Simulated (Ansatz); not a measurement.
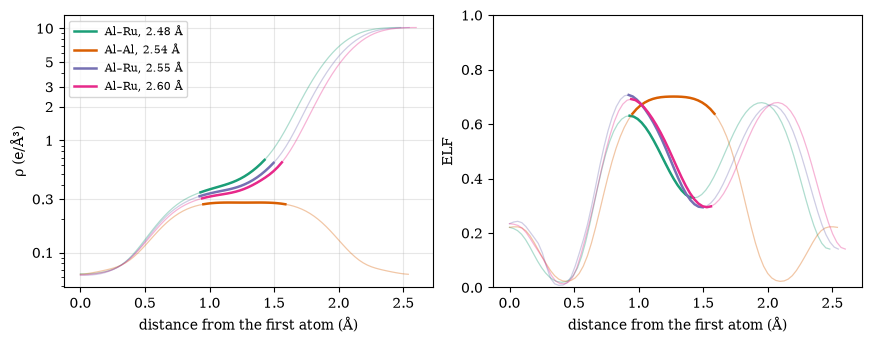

Figure 1: Al₆Ru. Valence charge density (pseudo) and electron localisation function along straight lines between neighbouring atoms. Thin, pale parts lie inside the atomic spheres.

Space group Cmcm; a structure from a database of computed crystals, not necessarily the ambient phase; computed without spin polarisation.

The calculation used Ansatz 0.2.0, DFT LDA, scalar-relativistic, plane waves, PAW.

Core electrons are frozen (PAW), and the valence fields are smoothed inside the atomic spheres.

The calculation's input:

```
crystal:
  lattice:
    - [3.6956231015, -3.2428685029, 0.0]
    - [3.6956231015, 3.2428685029, 0.0]
    - [0.0, 0.0, 8.8803122409]
  atoms:
    - { symbol: Al, position: [0.3195523527, 0.3195523527, 0.0] }
    - { symbol: Al, position: [0.6804476473, 0.6804476473, 0.5] }
    - { symbol: Al, position: [0.6804476473, 0.6804476473, 0.0] }
    - { symbol: Al, position: [0.3195523527, 0.3195523527, 0.5] }
    - { symbol: Al, position: [0.8574993083, 0.1425006917, 0.098645999] }
    - { symbol: Al, position: [0.1425006917, 0.8574993083, 0.598645999] }
    - { symbol: Al, position: [0.8574993083, 0.1425006917, 0.401354001] }
    - { symbol: Al, position: [0.1425006917, 0.8574993083, 0.901354001] }
    - { symbol: Al, position: [0.0216547779, 0.6179914694, 0.25] }
    - { symbol: Al, position: [0.9783452221, 0.3820085306, 0.75] }
    - { symbol: Al, position: [0.3820085306, 0.9783452221, 0.25] }
    - { symbol: Al, position: [0.6179914694, 0.0216547779, 0.75] }
    - { symbol: Ru, position: [0.5357903967, 0.4642096033, 0.25] }
    - { symbol: Ru, position: [0.4642096033, 0.5357903967, 0.75] }
basis:
  ecutwfc: 420
kpoints:
  mp_grid: { grid: [8, 8, 4] }
hamiltonian:
  xc: lda
scf:
  occupations: { method: fermi_dirac, width: 0.15 }
output:
  forces: true
  stress: true
  eigenvalues: true
  write_density: true
  write_potential: true
  elf: true
  volumetric_format: npy
relax:
  adjacent_minimum: "off"
  f_tol: 0.001
  max_steps: 60
  cell: { stress_tol: 0.01 }
```

Command:

```sh
ansatz run input.yaml --threads 4 --pin off --max-ram 12288MiB --backend cpu --events-out ev --progress --plain --runs-dir out
```

Below, planes, directions and counts refer to the conventional cell (a = 7.40 Å, b = 6.48 Å, c = 8.88 Å, α = 90.00°, β = 90.00°, γ = 90.00°).

The fields are those of the run's last geometry, not of the input's.

**Compare the contacts.**

Al–Ru (2.48 Å): ρ at the midpoint is about 0.46 e/Å³; the ELF is about 0.45 at the midpoint.
Al–Al (2.54 Å): the density is about 0.28 e/Å³ at the midpoint; the ELF peaks at about 0.70 between the atoms.
Al–Ru (2.55 Å): ρ at the midpoint is about 0.41 e/Å³; the ELF is about 0.45 at the midpoint.
Al–Ru (2.60 Å): ρ at the midpoint is about 0.38 e/Å³; the ELF is about 0.45 at the midpoint.
